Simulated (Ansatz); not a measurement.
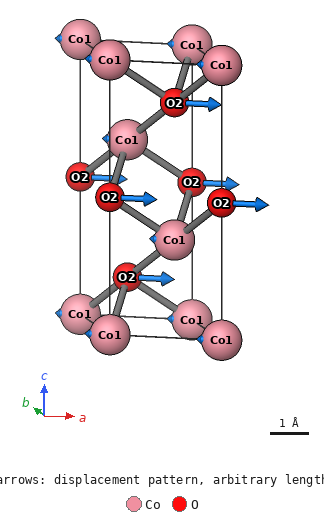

One vibrational mode of crystalline CoO at the zone centre. Displacements are drawn as blue arrows; their common scale and sign are arbitrary. The picture is a ball-and-stick view of the conventional cell (3 times the calculation's cell), seen slightly off an axis. Lengths and directions refer to the drawn axes.

Level of theory: DFT PBE+U, scalar-relativistic, plane waves, PAW (Ansatz 0.2.0).

Input
```yaml
crystal:
  lattice:
    - [1.5369143856, 0.8873379343, 2.4734269497]
    - [-1.5369143856, 0.8873379343, 2.4734269497]
    - [0.0, -1.7746758685, 2.4734269497]
  atoms:
    - { symbol: Co, position: [0.0, 0.0, 0.0], spin: 2.88 }
    - { symbol: O, position: [0.5, 0.5, 0.5], spin: 0.24 }
basis:
  ecutwfc: 420
kpoints:
  mp_grid: { grid: [12, 12, 12] }
hamiltonian:
  xc: pbe
  hubbard: { sites: [{ species: Co, l: d, u_eff: 3.32 }] }
scf:
  occupations: { method: gaussian, width: 0.02 }
output:
  eigenvalues: true
  populations: true
magnetization:
  spin_polarized: true
phonons:
  method: dfpt
  dielectric: true
  rigid_motions: translations
  eigenvectors: true
```

Command:
```bash
ansatz run input.yaml --threads 1 --pin off --max-ram 3072MiB --backend cpu --events-out ev --progress --plain --runs-dir out
```

Frequencies are those without the non-analytic (LO–TO) term.

Give the symmetry, activity and frequency of this mode.

This is the E_u mode (doubly degenerate; one member of the set is drawn) at 300 cm⁻¹, the highest optical level, infrared-active by symmetry. The O sublattice moves against the Co sublattice, along a; the kinetic energy is shared as O 79 %, Co 21 %. Its infrared intensity is 20 (D/Å)²/amu for the set.
